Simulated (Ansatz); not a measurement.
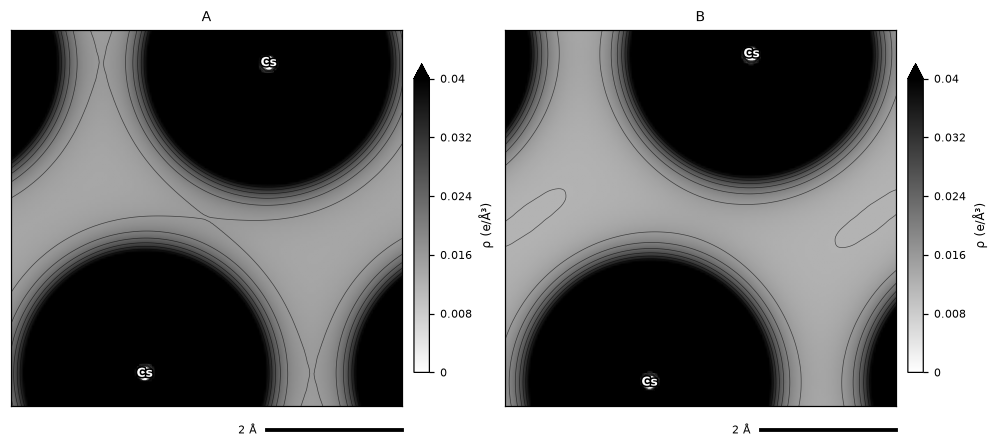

Cs. The valence charge density (pseudo) of two cells that differ in size and shape, on the (11̄0) plane of each (indices in the axes of the calculation cell), at one length scale and on one colour scale: B has 101.8 Å³ an atom and A 93.6.

Space group I4/mmm; computed without spin polarisation.

All numbers below come from Ansatz 0.2.0, DFT PBE, scalar-relativistic, plane waves, PAW.

The density is the valence pseudo-density of a PAW calculation; it isn't the true density close to the nuclei.

What does the compression do to the bonding and the properties?

Answer. From the larger cell to the smaller, Cs–Cs goes from 5.10 to 4.96 Å, and the density at its midpoint from 0.01 to 0.02 e/Å³; the pressure goes from 0.3 to 0.6 GPa.
